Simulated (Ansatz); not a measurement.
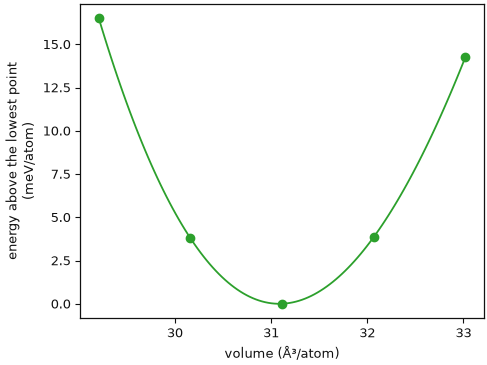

The figure shows the energy above the lowest point against volume for Se, space group Fd-3m (No. 227) (one of a set of cubic test structures, which need not be the stable phase).

Method: equation of state of a cubic crystal from periodic Kohn-Sham density functional theory without spin, third-order Birch-Murnaghan fit to the free energies; pressure corrected for the finite basis (Ansatz 0.2.0 development build). Level: r2SCAN.

structure type diamond; atoms in cell 2; space group number 227; lattice centring face-centred primitive; k mesh 9×9×9; occupation method Fermi–Dirac; occupation width 0.1 eV; wave cutoff 500 eV; datasets soft-1 PAW; density tolerance 1e−07 eV; bands 20; density cutoff ratio 4; search for lower states default.

From this curve and the settings, what does the calculation give for the pressure at the same points?

The pressure falls from 2.969 GPa at volume 29.21 Å³/atom to −2.242 GPa at 33.02 Å³/atom, and changes sign near 31.09 Å³/atom.

```csv
volume (Å³/atom),pressure (GPa)
29.21,2.969
30.16,1.350
31.11,-0.040
32.07,-1.227
33.02,-2.242
```

Limits of the calculation: cubic model structure, not the ambient form; modest k-mesh, values are not fully converged in k.
